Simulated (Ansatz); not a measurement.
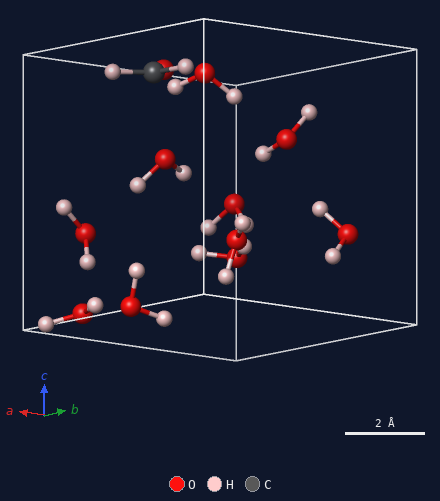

Starting frame of a dynamics run of a periodic cell with 10 H2O + 1 H2CO at 0.967 g/cm³. A ball-and-stick model of the simulation cell, seen from a free direction.

The calculation used DFT PBE-D3(BJ), scalar-relativistic, plane waves, PAW (Ansatz).

The input:
```yaml
accuracy: low
crystal:
  lattice:
    - [7.120367, 0.0, 0.0]
    - [0.0, 7.120367, 0.0]
    - [0.0, 0.0, 7.120367]
  atoms:
    - { symbol: O, position: [0.92838923, 0.24593252, 1.03096723] }
    - { symbol: H, position: [0.97929722, 0.37526988, 1.03913624] }
    - { symbol: H, position: [1.03551253, 0.16959398, 0.99060508] }
    - { symbol: O, position: [0.65043281, 0.59408124, 0.88979403] }
    - { symbol: H, position: [0.53978254, 0.62705357, 0.81314715] }
    - { symbol: H, position: [0.67875706, 0.46484411, 0.85361799] }
    - { symbol: O, position: [0.18431274, 0.8366567, 0.32474666] }
    - { symbol: H, position: [0.28125163, 0.86781101, 0.23015089] }
    - { symbol: H, position: [0.24813869, 0.75765618, 0.4195127] }
    - { symbol: O, position: [1.02885433, 0.63085722, -0.00454983] }
    - { symbol: H, position: [1.05638228, 0.69628328, 0.11374141] }
    - { symbol: H, position: [0.89887611, 0.66274686, -0.03830542] }
    - { symbol: O, position: [0.7739824, 0.08040401, 0.36097763] }
    - { symbol: H, position: [0.81766244, 0.14236455, 0.2443861] }
    - { symbol: H, position: [0.88543422, 0.09238793, 0.44160285] }
    - { symbol: O, position: [0.58437214, 0.69262279, 0.27817206] }
    - { symbol: H, position: [0.65310458, 0.80610196, 0.31671991] }
    - { symbol: H, position: [0.61660353, 0.67151571, 0.14466086] }
    - { symbol: O, position: [0.33265323, 0.39731805, 0.28059] }
    - { symbol: H, position: [0.40113841, 0.5165891, 0.29841462] }
    - { symbol: H, position: [0.4330061, 0.30630741, 0.2981995] }
    - { symbol: O, position: [0.14390939, 0.1602494, 0.52749579] }
    - { symbol: H, position: [0.1747959, 0.26013189, 0.43584212] }
    - { symbol: H, position: [0.16460479, 0.04224722, 0.45524165] }
    - { symbol: O, position: [0.3037698, 0.63811082, 0.68221138] }
    - { symbol: H, position: [0.29941575, 0.50379139, 0.64796778] }
    - { symbol: H, position: [0.21022204, 0.65240446, 0.78857372] }
    - { symbol: O, position: [0.52452774, 0.226306, 0.63924758] }
    - { symbol: H, position: [0.60872352, 0.17437648, 0.54211952] }
    - { symbol: H, position: [0.39754533, 0.17963125, 0.6090043] }
    - { symbol: O, position: [0.34590646, 0.00758022, 0.01264599] }
    - { symbol: C, position: [0.47921256, 0.11049484, -0.02525244] }
    - { symbol: H, position: [0.46215019, 0.26636015, -0.02251886] }
    - { symbol: H, position: [0.6274512, 0.05735163, -0.0327627] }
basis:
  ecutwfc: 420.0
kpoints:
  mp_grid: { grid: [1, 1, 1] }
hamiltonian:
  xc: pbe
  dispersion: d3bj
scf:
  occupations: { method: fermi_dirac, width: 0.05 }
  lower_state_search: "off"
md:
  timestep: 0.75
  n_steps: 300
  ensemble: nvt_langevin
  temperature: 1000.0
  initial_velocities: maxwell_boltzmann
  seed: 888154
  friction: 0.02
```

Run as
```bash
ansatz run input.yaml --threads 1 --pin off --max-ram 3072MiB --backend cpu --events-out ev --progress --plain --runs-dir out
```

**Predict how the run goes.**

Over the second half the temperature averages 924 K (spread ±117 K). The potential energy is still drifting at the end, so the run hasn't reached equilibrium. The potential energy in the second half lies on average 107 meV per atom above the first frame. Root-mean-square distances from the starting positions over the second half, with the common drift of all atoms taken out: H 1.31 Å, O 0.92 Å, C 0.69 Å. The heavy atoms stay within a fraction of a molecule's size of their starting places; so short a run doesn't tell a liquid from a solid.

Along the run (each row but the first and the last is the mean over the interval that it begins):

| time (fs) | potential energy (meV/atom) | T (K) |
| --- | --- | --- |
| 0.0 | 0.0 | 971 |
| 37.5 | 70.4 | 758 |
| 75.0 | 88.3 | 763 |
| 112.5 | 93.6 | 869 |
| 150.0 | 110.4 | 918 |
| 187.5 | 116.7 | 981 |
| 225.0 | 113.9 | 1055 |

The paths of the atoms:

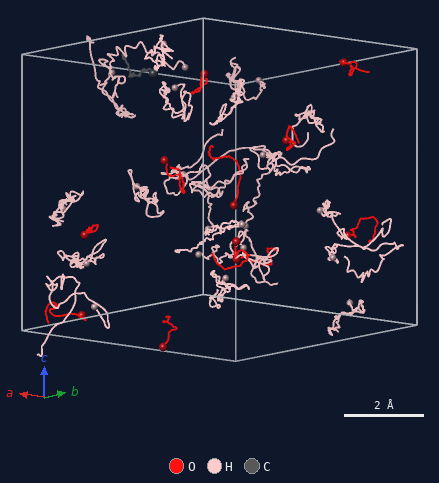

Limits of the set-up: the program's low-accuracy preset was used; the periodic images lie only 7.1 Å apart, so the values are limited by the cell's size.

Cost: 3.6 min on 1 thread of AMD EPYC 9R45 96-Core Processor (Zen 5), on a shared host, peak memory 0.45 GiB.
